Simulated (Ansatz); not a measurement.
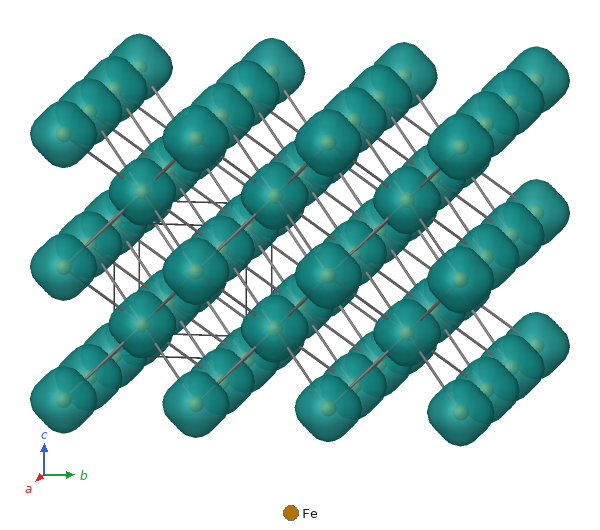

*Fe. Isosurfaces of the spin density (up minus down) at +0.5 (teal) and −0.5 e/Å³ (pink), seen slightly off an axis. Sticks mark near contacts.*

Space group Im-3m; changed on purpose from its base cell (volume × 0.97); computed pressure about 6 GPa in this cell; spin-polarised.

Level of theory: DFT PBE, scalar-relativistic, plane waves, PAW in Ansatz 0.2.0.

In a PAW calculation such maps are meaningful between the atoms, not at the nuclei.

Question: Which atoms carry the moments, and with what signs?

Answer: The spin density sits on Fe: +2.1 μB (×2) in one cell of 2 atoms: parallel moments, as they must be, since the calculation's own cell holds one magnetic site. The cell of the calculation (1 atoms) carries 2.1 μB of net spin moment. Only one sign reaches the isovalue.
